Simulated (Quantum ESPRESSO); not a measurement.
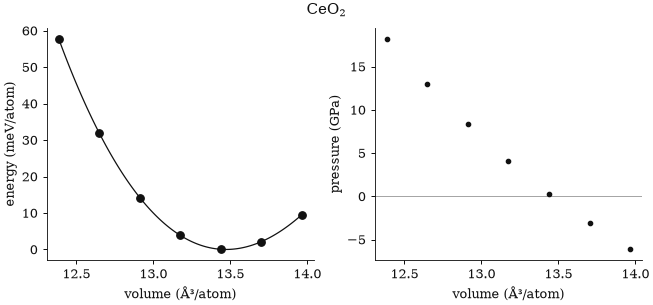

The picture above shows the energy and pressure against volume for CeO₂, space group Fm-3m (No. 225).

Cell as given: a = 3.824 Å, b = 3.824 Å, c = 3.824 Å, α = 60.00°, β = 60.00°, γ = 60.00°; 3 atoms.

Method: plane-wave DFT, collinear spins; energies at scaled volumes of the given cell, shape and fractions fixed, counted from the fit's minimum, third-order Birch-Murnaghan fit (Quantum ESPRESSO 7.5). Level: rev-vdW-DF2, collinear spin.

k mesh 6×6×6; occupations Fermi–Dirac; smearing width 0.05 eV; potentials SSSP 1.3 efficiency PBE; wave cutoff 748.3 eV; density cutoff 5987 eV.

Q: What equilibrium volume and bulk modulus follow from the curve?

A: A third-order Birch–Murnaghan fit gives V0 = 13.47 Å³/atom, B0 = 181 GPa and B′ = 4.5.

Q: What does the pressure do across the range?

A: It falls from 18.23 GPa at volume 12.38 Å³/atom to −6.14 GPa at 13.97 Å³/atom, and changes sign near 13.46 Å³/atom.

Limits of the calculation: may lie on a higher state; potentials made for another functional.
